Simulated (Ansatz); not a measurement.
Read the following structure.

```yaml
crystal:
  lattice:
    - [4.41389, 0.00000, 0.00000]
    - [0.00000, 4.41389, 0.00000]
    - [0.00000, 0.00000, 11.32041]
  atoms:
    - { symbol: Sn, position: [0.50000, 0.00000, 0.37223] }
    - { symbol: Sn, position: [0.00000, 0.50000, 0.62777] }
    - { symbol: Se, position: [0.50000, 0.00000, 0.61604] }
    - { symbol: Se, position: [0.00000, 0.50000, 0.38396] }
```

Q: What does this file describe?

A: The solid is SnSe. Cell content 2 Sn, 2 Se; Z = 2. Sn is coordinated by five Se in a distorted square pyramidal arrangement at 2.76 to 3.12 Å. Each Se has five Sn in a distorted square pyramidal arrangement at 2.76 to 3.12 Å. The bonds build SnSe layers parallel to (001).

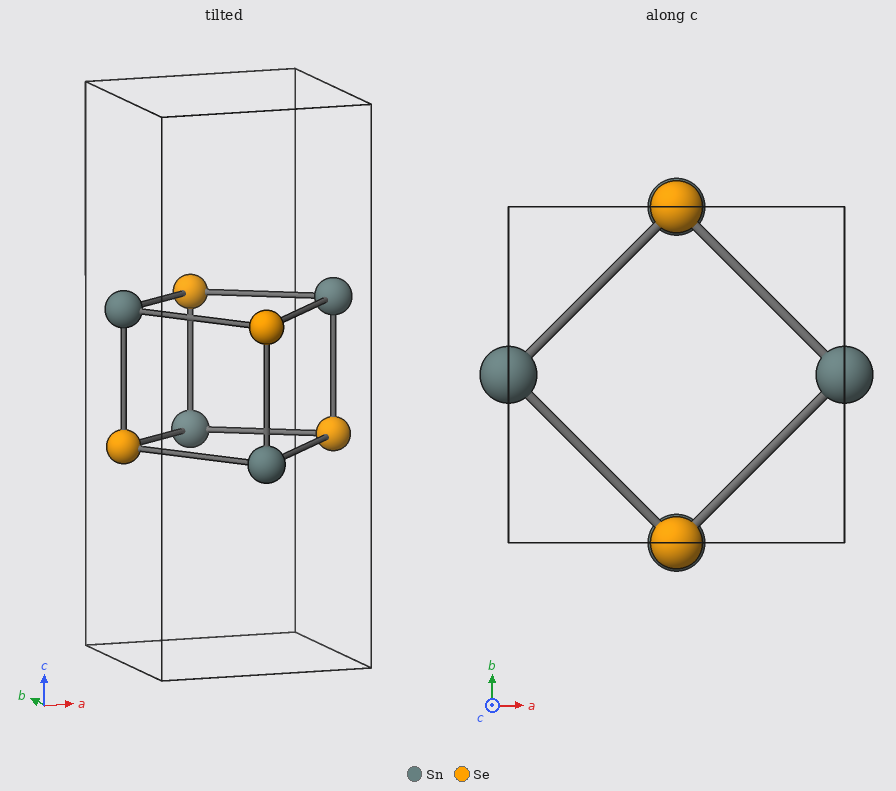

An orthographic ball-and-stick view of the structure, slightly off an axis and along the c axis. The wireframe shows the simulation cell. Colours: tin teal, selenium orange.

The cell started as a structure listed in the Materials Project. The cell was then strained or its atoms displaced on purpose. It was run through Ansatz as a DFT input.

At this level of theory the cell isn't at rest (forces up to 0.8 eV/Å), so its distances can differ from those at equilibrium, the more so the softer the solid.
